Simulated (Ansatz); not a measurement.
Geometry relaxation of BaTiO₃ (part 2 of 2)

Continued. System: BaTiO₃ (P4mm, 5 atoms in the cell). Method: DFT PBEsol, scalar-relativistic, plane waves, PAW, no spin polarisation (Ansatz 0.2.0); cutoff 420 eV, 8×8×8 k-mesh, Gaussian smearing of 0.02 eV. The structure derives from a Materials Project entry. It belongs to a series of runs on one base structure; here: biaxial strain in the a-b plane, c and atoms relaxed: +3.0 %.

Geometry of the input (Å; fractional positions):
```
4.0742  0.0000  0.0000
0.0000  4.0742  0.0000
0.0000  0.0000  3.9712
Ba 0.5000  0.5000  0.5793
Ti 0.0000  0.0000  0.0915
O  0.0000  0.5000  0.0656
O  0.5000  0.0000  0.0656
O  0.0000  0.0000  0.5579
```

**The program's output, continued**
```
relax step   7: F+E_penalty+E_count = -10027.37724086 eV  Δ(F+E_penalty+E_count) = +2.616e-3 eV  max|allowed force component| = 7.275e-3 eV/Å  Δτ_max = 0.0000 Å  P = -5.607 GPa  Ω = 65.107 Å³  fix = [a, b, gamma]  reactions: a -8.356, b -8.356 GPa  stress off target by 1.09e-1 GPa on what of the cell is left free  SCF on the basis re-selected at this cell (its energy is not comparable with the rows above)  (6 SCF iters)
basis re-selected at this cell: Δ(F+E_penalty+E_count) = +2.616e-3 eV, ΔP = -0.073 GPa vs the last step (what re-selecting the basis moved, of the pressure what is left beyond the Pulay correction that the steps carried, after the strain that the cell walked since its last selection, with what the two solves' SCF thresholds leave and, on support functions, any second-order correction that the steps lacked; it is no measure of the basis error at this ecutwfc). This SCF's stress stands 1.09e-1 GPa from its target on what of the cell is left free (relax.cell.stress_tol is 1.50e-2 GPa) and its largest allowed force component is 7.28e-3 eV/Å (relax.f_tol is 8.00e-3 eV/Å): not within both, so this SCF does not close the relaxation
Crystal: 5 atoms, lattice volume = 65.062 Å³
iter 1 solved again at ethr=1.44e-7 eV; its pass at ethr=3.10e-3 eV (dr2=5.78e-5 eV) is discarded
SCF iter   1: F=—  HF=-10027.377413 eV  |F-HF|=—  |Δ(HF+E_count)|=         —  Δρ=3.29e-4  dr2=6.06e-5  ethr=1.44e-7  ⟨swp⟩=2.0  Hψ=9670  notcnv=0
preconditioner: auto → Resta (q_TF=auto, 2.516 Å⁻¹)  ε∞=5.9  [insulator: Δε(μ)=1.718 eV  Ē_g=11.809 eV  σ=0.020 eV  W_gap=1.00  n_scr=18 (ndim 8)  ℏωp=26.0 eV  f_vac=0.000  D(μ)=0.00/eV (n_scr^D=0)  ε∞_Penn≈5.9]
SCF iter   2: F=—  HF=-10027.377431 eV  |F-HF|=—  |Δ(HF+E_count)|=   1.80e-5  Δρ=1.69e-4  dr2=1.79e-5  ethr=1.44e-7  ⟨swp⟩=1.3  Hψ=1901  notcnv=0
SCF iter   3: F=—  HF=-10027.377429 eV  |F-HF|=—  |Δ(HF+E_count)|=   2.69e-6  Δρ=2.46e-5  dr2=3.59e-7  ethr=4.47e-8  ⟨swp⟩=2.1  Hψ=2413  notcnv=0
iter 4 did not close the SCF: its close was put off for the readings that it lacked (scf_convergence_deferred on its scf_iter line)
SCF iter   4: F=-10027.377428 eV  HF=-10027.377428 eV  |F-HF|=9.57e-10  |Δ(HF+E_count)|=   7.37e-8  Δρ=5.52e-6  dr2=1.62e-8  ethr=8.98e-10  ⟨swp⟩=2.0  Hψ=3190  notcnv=0
iter 5 did not close the SCF: its close was put off for the readings that it lacked (scf_convergence_deferred on its scf_iter line)
SCF iter   5: F=-10027.377428 eV  HF=-10027.377428 eV  |F-HF|=8.22e-10  |Δ(HF+E_count)|=   3.34e-9  Δρ=2.29e-6  dr2=1.97e-9  ethr=4.05e-11  ⟨swp⟩=2.1  Hψ=3150  notcnv=0
SCF iter   6: F=-10027.377428 eV  HF=-10027.377428 eV  |F-HF|=1.27e-11  |Δ(HF+E_count)|=  1.60e-10  Δρ=4.14e-7  dr2=1.03e-10  ethr=4.92e-12  ⟨swp⟩=2.9  Hψ=5867  notcnv=0
SCF 8 converged in 6 iterations: F = -10027.377428 eV  dr2 = 1.03e-10
relax step   8: F+E_penalty+E_count = -10027.37742846 eV  Δ(F+E_penalty+E_count) = -1.876e-4 eV  max|allowed force component| = 9.898e-4 eV/Å  Δτ_max = 0.0021 Å  P = -5.541 GPa  Ω = 65.062 Å³  energy of the carried Pulay correction = +1.643e-4 eV  fix = [a, b, gamma]  reactions: a -8.309, b -8.309 GPa  (6 SCF iters, dr2 threshold 2.95e-8 eV, accepted)
iter 1 solved again at ethr=2.15e-8 eV; its pass at ethr=3.10e-3 eV (dr2=8.62e-6 eV) is discarded
SCF iter   1: F=—  HF=-10027.377275 eV  |F-HF|=—  |Δ(HF+E_count)|=         —  Δρ=9.06e-6  dr2=1.50e-8  ethr=2.15e-8  ⟨swp⟩=3.3  Hψ=15240  notcnv=0
preconditioner: auto → Resta (q_TF=auto, 2.516 Å⁻¹)  ε∞=5.9  [insulator: Δε(μ)=1.714 eV  Ē_g=11.805 eV  σ=0.020 eV  W_gap=1.00  n_scr=18 (ndim 8)  ℏωp=26.0 eV  f_vac=0.000  D(μ)=0.00/eV (n_scr^D=0)  ε∞_Penn≈5.9]
SCF iter   2: F=—  HF=-10027.377302 eV  |F-HF|=—  |Δ(HF+E_count)|=   2.71e-5  Δρ=4.62e-6  dr2=4.90e-9  ethr=3.74e-11  ⟨swp⟩=3.2  Hψ=4527  notcnv=0
SCF iter   3: F=—  HF=-10027.377302 eV  |F-HF|=—  |Δ(HF+E_count)|=  4.95e-10  Δρ=3.05e-6  dr2=1.77e-9  ethr=1.23e-11  ⟨swp⟩=1.3  Hψ=1898  notcnv=0
SCF iter   4: F=—  HF=-10027.377302 eV  |F-HF|=—  |Δ(HF+E_count)|=  7.57e-10  Δρ=2.04e-7  dr2=8.35e-12  ethr=4.43e-12  ⟨swp⟩=2.0  Hψ=2685  notcnv=0
iter 5 did not close the SCF: its close was put off for the readings that it lacked (scf_convergence_deferred on its scf_iter line)
SCF iter   5: F=-10027.377302 eV  HF=-10027.377302 eV  |F-HF|=0.00e0  |Δ(HF+E_count)|=  3.64e-12  Δρ=1.10e-7  dr2=2.30e-12  ethr=1.00e-12  ⟨swp⟩=1.2  Hψ=1889  notcnv=0
iter 6 did not close the SCF: its close was put off for the readings that it lacked (scf_convergence_deferred on its scf_iter line)
SCF iter   6: F=-10027.377302 eV  HF=-10027.377302 eV  |F-HF|=5.46e-12  |Δ(HF+E_count)|=  3.64e-12  Δρ=2.28e-8  dr2=1.69e-13  ethr=1.00e-12  ⟨swp⟩=1.0  Hψ=1875  notcnv=0
iter 7 did not close the SCF: its close was put off for the readings that it lacked (scf_convergence_deferred on its scf_iter line)
SCF iter   7: F=-10027.377302 eV  HF=-10027.377302 eV  |F-HF|=1.82e-12  |Δ(HF+E_count)|=  5.46e-12  Δρ=6.92e-9  dr2=1.29e-14  ethr=1.00e-12  ⟨swp⟩=1.0  Hψ=1878  notcnv=0
iter 8 did not close the SCF: its close was put off for the readings that it lacked (scf_convergence_deferred on its scf_iter line)
SCF iter   8: F=-10027.377302 eV  HF=-10027.377302 eV  |F-HF|=3.64e-12  |Δ(HF+E_count)|=  5.46e-12  Δρ=2.19e-9  dr2=1.28e-15  ethr=1.00e-12  ⟨swp⟩=1.0  Hψ=1876  notcnv=0
SCF iter   9: F=-10027.377302 eV  HF=-10027.377302 eV  |F-HF|=1.82e-12  |Δ(HF+E_count)|=  3.64e-12  Δρ=1.17e-9  dr2=3.49e-16  ethr=1.00e-12  ⟨swp⟩=3.9  Hψ=5459  notcnv=0
SCF 9 converged in 9 iterations: F = -10027.377302 eV  dr2 = 3.49e-16
relax step   9: F+E_penalty+E_count = -10027.37730231 eV  Δ(F+E_penalty+E_count) = +1.262e-4 eV  max|allowed force component| = 9.751e-4 eV/Å  Δτ_max = 0.0000 Å  P = -5.543 GPa  Ω = 65.062 Å³  fix = [a, b, gamma]  reactions: a -8.309, b -8.309 GPa  stress off target by 1.13e-2 GPa on what of the cell is left free  SCF on the basis re-selected at this cell (its energy is not comparable with the rows above)  (9 SCF iters)
```

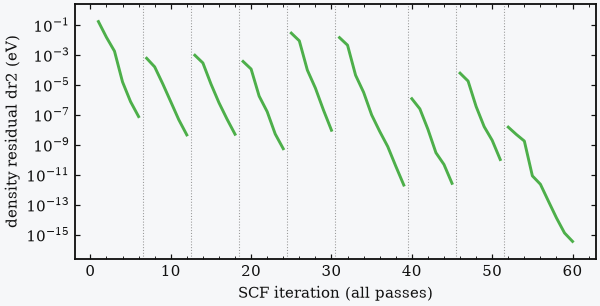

Fig. 1: Convergence of the self-consistent field: density residual dr2 against the SCF iteration. The dotted lines part the SCF passes of the relaxation: geometry steps, rejected trials and re-solves on a re-selected basis. The 9 passes take 6 to 9 iterations each, 60 in all.

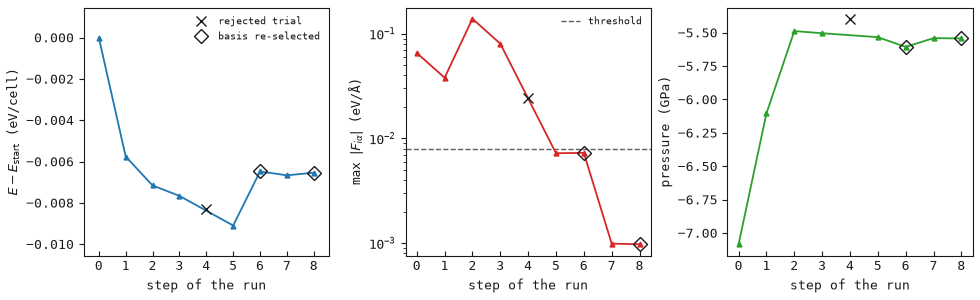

Fig. 2: Progress of the relaxation, step by step (the first geometry is step 0 here and step 1 in the log).

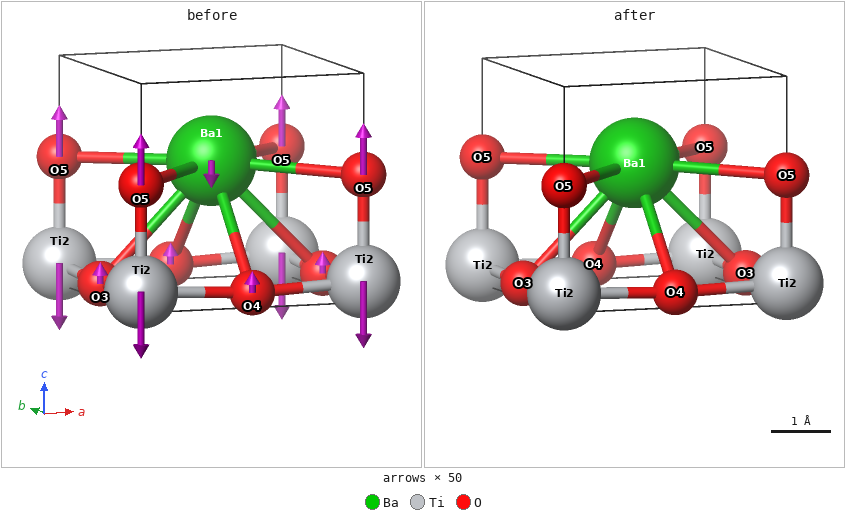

Fig. 3: Before (left) and after (right) the relaxation, at one scale (ball-and-stick view of the cell of the calculation, seen slightly off an axis). The pink arrows give the displacements (without the part carried along by the change of the cell), magnified 50 times. The largest move relative to the cell is that of Ti2, 0.023 Å. By element the largest moves are Ti 0.023 Å, O 0.018 Å, Ba 0.010 Å. The drawn cell changes as follows: a = b stay at 4.074 Å, c 3.971 → 3.920 Å (−1.3 %); the volume changes by −1.3 %. Among the contacts that change: Ti2–O5 2.119 → 2.050 Å, Ba1–O3 2.883 → 2.852 Å. The space group stays P4mm (No. 99). The energy falls by 6.7 meV per cell of the calculation in 6 geometry steps. Largest force component: 0.066 eV/Å at the start, 0.00097 eV/Å at the end. The pressure goes from −7.08 to −5.54 GPa. The line search rejected the trial step at point 4 (counted from 0) and went back. The basis was re-selected once at an unchanged geometry, which shifts the energy a little without any move. The energy change given includes the shifts at the re-selections in mid-walk, which come without any move. A last SCF at the same geometry on a re-selected plane-wave basis shifts the energy by +0.1 meV per cell of the calculation. (Atoms are counted from 1 in the order of the input.)

```
basis re-selected at this cell: Δ(F+E_penalty+E_count) = +1.262e-4 eV, ΔP = -0.002 GPa vs the last step (what re-selecting the basis moved, of the pressure what is left beyond the Pulay correction that the steps carried, after the strain that the cell walked since its last selection, with what the two solves' SCF thresholds leave and, on support functions, any second-order correction that the steps lacked; it is no measure of the basis error at this ecutwfc). This SCF's stress stands 1.13e-2 GPa from its target on what of the cell is left free (relax.cell.stress_tol is 1.50e-2 GPa) and its largest allowed force component is 9.75e-4 eV/Å (relax.f_tol is 8.00e-3 eV/Å): within both
SCF converged after 9 iterations
Free energy (F): -10027.377302 eV
Harris-Foulkes:  -10027.377302 eV  (|F-HF|=1.82e-12)
Internal energy: -10027.377302 eV  (E = F + TS)
E sigma→0 (E₀):  -10027.377302 eV
Fermi energy:    10.829605 eV
--- Per-component energies (eV) ---
  E_band       = -152.347999
  E_kinetic    = 965.261748
  E_local      = -2113.661292  (includes V_loc(G=0)·N_el)
  E_nonlocal   = 206.776226
  E_hartree    = 820.245600
  E_xc         = -485.518142
  E_vxc        = -542.116459  (∫ρ·V_xc dr)
  E_paw        = -6616.393574  (= ΣΔE_a)
  E_vpaw       = -309.106767  (= ΣTr[D̂ρ^β])
  E_aug_tail   = 0.007345  (compensation charges beyond the density's cutoff)
  E_ewald      = -2804.491895
  E_core_change = 0.396681  (= ΣΔE_core)
  E_smearing   = -0.000000  (= −TS)
  E_closure    = 0.000000  (closes the sum)
  Σ components = -10027.377302   (vs F -10027.377302, Δ=0.00e0)
--- Forces (eV/Å), atoms counted from 1 ---
  atom   1  Ba    -0.00000000     0.00000000    -0.00093295
  atom   2  Ti     0.00000000     0.00000000     0.00022502
  atom   3  O     -0.00000000     0.00000000     0.00084027
  atom   4  O      0.00000000     0.00000000     0.00084027
  atom   5  O      0.00000000     0.00000000    -0.00097572
  max |Σ_I F_I| component: 3.10e-6 eV/Å
--- Stress (GPa, compression-positive) ---
       -8.309167       0.000000       0.000000
        0.000000      -8.309167       0.000000
        0.000000       0.000000      -0.011300
  P = ⅓ Tr σ = -5.5432 GPa (-55.432 kbar)
--- Band table (eV; the first three rows and the last of 75) ---
  k-point 0: bands = ["-46.3295", "-22.7025", "-22.6488", "-22.6488", "-14.6744", "-6.8489", "-6.1426", "-5.9862", "0.0897", "0.0897", "0.2348", "7.6249", "7.6249", "7.7189", "8.7506", "8.7506", "8.9475", "9.7608", "9.7608", "9.7992", "11.6864", "11.8809", "11.8809", "13.7818", "14.1155"]
  k-point 1: bands = ["-46.3293", "-22.7126", "-22.6484", "-22.6484", "-14.6548", "-6.8020", "-6.1715", "-5.9801", "0.1184", "0.1184", "0.2769", "7.3998", "7.5936", "7.5936", "8.5291", "8.5291", "8.7984", "9.4381", "9.6684", "9.6684", "11.7092", "12.2071", "12.2071", "13.7824", "14.5140"]
  k-point 2: bands = ["-46.3289", "-22.7367", "-22.6474", "-22.6474", "-14.6068", "-6.7611", "-6.1578", "-5.9652", "0.1897", "0.1897", "0.3776", "6.6560", "7.4883", "7.4883", "8.1213", "8.1213", "8.4768", "8.7940", "9.4817", "9.4817", "11.7657", "12.8826", "12.8826", "13.7841", "15.2439"]
  k-point 74: bands = ["-46.3270", "-22.7654", "-22.6845", "-22.6845", "-14.4168", "-5.9865", "-5.8068", "-5.8068", "-0.6638", "-0.5293", "-0.5293", "5.4227", "6.0655", "6.3938", "7.4125", "7.4125", "7.8585", "9.9107", "9.9727", "9.9727", "14.0059", "14.2160", "14.2160", "16.4358", "16.6851"]
--- Relaxed structure (7 steps of the walk, 6 accepted, 2 SCFs on fresh bases) ---
  F+E_penalty+E_count = -10027.37730231 eV   max|allowed force component| = 9.751e-4 eV/Å   (the final SCF, on the basis selected at the relaxed cell)
  cell:  # Å, volume = 65.0625 Å³
    - [4.0741531679, 0.0, -1.3961170515283655e-33]
    - [0.0, 4.0741531679, 0.0]
    - [-1.3608534768031242e-33, 0.0, 3.9197279261588114]
  atoms:
    - { symbol: Ba, position: [0.5, 0.5, 0.5768251875449086] }
    - { symbol: Ti, position: [5.294453715458958e-34, 0.0, 0.08560023114751947] }
    - { symbol: O, position: [9.076206369358216e-34, 0.5, 0.0675449125644134] }
    - { symbol: O, position: [0.5, 0.0, 0.0675449125644134] }
    - { symbol: O, position: [2.4581392250345164e-34, 0.0, 0.5624817461787449] }
```

**Trajectory as extended XYZ (Å, eV, eV/Å), 9 frames, from step=1 to step=9**
```
5
Lattice="4.0742 0.0000 0.0000 0.0000 4.0742 0.0000 0.0000 0.0000 3.9712" Properties=species:S:1:pos:R:3:forces:R:3 step=1 energy=-10027.37076 pressure_GPa=-7.08
Ba    2.0371    2.0371    2.3005    0.0000   0.0000   0.0084
Ti    0.0000    0.0000    0.3635    0.0000   0.0000   0.0312
O     0.0000    2.0371    0.2607    0.0000   0.0000   0.0130
O     2.0371    0.0000    0.2607    0.0000   0.0000   0.0130
O     0.0000    0.0000    2.2156    0.0000   0.0000  -0.0656
5
Lattice="4.0742 0.0000 0.0000 0.0000 4.0742 0.0000 0.0000 0.0000 3.9472" Properties=species:S:1:pos:R:3:forces:R:3 step=2 energy=-10027.37652 pressure_GPa=-6.10
Ba    2.0371    2.0371    2.2897    0.0000   0.0000  -0.0239
Ti    0.0000    0.0000    0.3579    0.0000   0.0000  -0.0330
O     0.0000    2.0371    0.2590    0.0000   0.0000   0.0094
O     2.0371    0.0000    0.2590    0.0000   0.0000   0.0094
O     0.0000    0.0000    2.2025    0.0000   0.0000   0.0380
5
Lattice="4.0742 0.0000 0.0000 0.0000 4.0742 0.0000 0.0000 0.0000 3.9307" Properties=species:S:1:pos:R:3:forces:R:3 step=3 energy=-10027.37792 pressure_GPa=-5.49
Ba    2.0371    2.0371    2.2669    0.0000   0.0000   0.0541
Ti    0.0000    0.0000    0.3584    0.0000   0.0000  -0.1390
O     0.0000    2.0371    0.2600    0.0000   0.0000   0.0216
O     2.0371    0.0000    0.2600    0.0000   0.0000   0.0216
O     0.0000    0.0000    2.2005    0.0000   0.0000   0.0417
5
Lattice="4.0742 0.0000 0.0000 0.0000 4.0742 0.0000 0.0000 0.0000 3.9310" Properties=species:S:1:pos:R:3:forces:R:3 step=4 energy=-10027.37842 pressure_GPa=-5.50
Ba    2.0371    2.0371    2.2750    0.0000   0.0000  -0.0042
Ti    0.0000    0.0000    0.3536    0.0000   0.0000  -0.0796
O     0.0000    2.0371    0.2603    0.0000   0.0000   0.0017
O     2.0371    0.0000    0.2603    0.0000   0.0000   0.0017
O     0.0000    0.0000    2.1970    0.0000   0.0000   0.0804
5
Lattice="4.0742 0.0000 0.0000 0.0000 4.0742 0.0000 0.0000 0.0000 3.9063" Properties=species:S:1:pos:R:3:forces:R:3 step=5 energy=-10027.37907 pressure_GPa=-5.40 accepted=F
Ba    2.0371    2.0371    2.2395    0.0000   0.0000  -0.0025
Ti    0.0000    0.0000    0.2953    0.0000   0.0000   0.0244
O     0.0000    2.0371    0.2766    0.0000   0.0000  -0.0024
O     2.0371    0.0000    0.2766    0.0000   0.0000  -0.0024
O     0.0000    0.0000    2.2246    0.0000   0.0000  -0.0171
5
Lattice="4.0742 0.0000 0.0000 0.0000 4.0742 0.0000 0.0000 0.0000 3.9224" Properties=species:S:1:pos:R:3:forces:R:3 step=6 energy=-10027.37986 pressure_GPa=-5.53
Ba    2.0371    2.0371    2.2635    0.0000   0.0000  -0.0019
Ti    0.0000    0.0000    0.3377    0.0000   0.0000  -0.0003
O     0.0000    2.0371    0.2645    0.0000   0.0000  -0.0025
O     2.0371    0.0000    0.2645    0.0000   0.0000  -0.0025
O     0.0000    0.0000    2.2042    0.0000   0.0000   0.0072
5
Lattice="4.0742 0.0000 0.0000 0.0000 4.0742 0.0000 0.0000 0.0000 3.9224" Properties=species:S:1:pos:R:3:forces:R:3 step=7 energy=-10027.37724 pressure_GPa=-5.61
Ba    2.0371    2.0371    2.2635    0.0000   0.0000  -0.0019
Ti    0.0000    0.0000    0.3377    0.0000   0.0000  -0.0003
O     0.0000    2.0371    0.2645    0.0000   0.0000  -0.0025
O     2.0371    0.0000    0.2645    0.0000   0.0000  -0.0025
O     0.0000    0.0000    2.2042    0.0000   0.0000   0.0073
5
Lattice="4.0742 0.0000 0.0000 0.0000 4.0742 0.0000 0.0000 0.0000 3.9197" Properties=species:S:1:pos:R:3:forces:R:3 step=8 energy=-10027.37743 pressure_GPa=-5.54
Ba    2.0371    2.0371    2.2610    0.0000   0.0000  -0.0009
Ti    0.0000    0.0000    0.3355    0.0000   0.0000   0.0002
O     0.0000    2.0371    0.2648    0.0000   0.0000   0.0008
O     2.0371    0.0000    0.2648    0.0000   0.0000   0.0008
O     0.0000    0.0000    2.2048    0.0000   0.0000  -0.0010
5
Lattice="4.0742 0.0000 0.0000 0.0000 4.0742 0.0000 0.0000 0.0000 3.9197" Properties=species:S:1:pos:R:3:forces:R:3 step=9 energy=-10027.37730 pressure_GPa=-5.54
Ba    2.0371    2.0371    2.2610    0.0000   0.0000  -0.0009
Ti    0.0000    0.0000    0.3355    0.0000   0.0000   0.0002
O     0.0000    2.0371    0.2648    0.0000   0.0000   0.0008
O     2.0371    0.0000    0.2648    0.0000   0.0000   0.0008
O     0.0000    0.0000    2.2048    0.0000   0.0000  -0.0010
```

**Results in brief**

```tsv
quantity	value
outcome	converged
space group (tolerance 0.01 Å)	P4mm (99)
electrons treated	40
free energy	−10027.3773 eV
Fermi energy	10.830 eV
gap on the k-point mesh	1.71 eV
pressure	−5.54 GPa
final volume	65.06 Å³
largest force (length of the vector) at the end	0.001 eV/Å
final cell	a = 4.074 Å, b = 4.074 Å, c = 3.920 Å, α = 90.00°, β = 90.00°, γ = 90.00°
hardware	1 thread of Intel Xeon @ 2.50GHz (Skylake/Cascade Lake), 192 GiB of memory available, shared host
wall time	2.7 min
peak memory	0.52 GiB
```
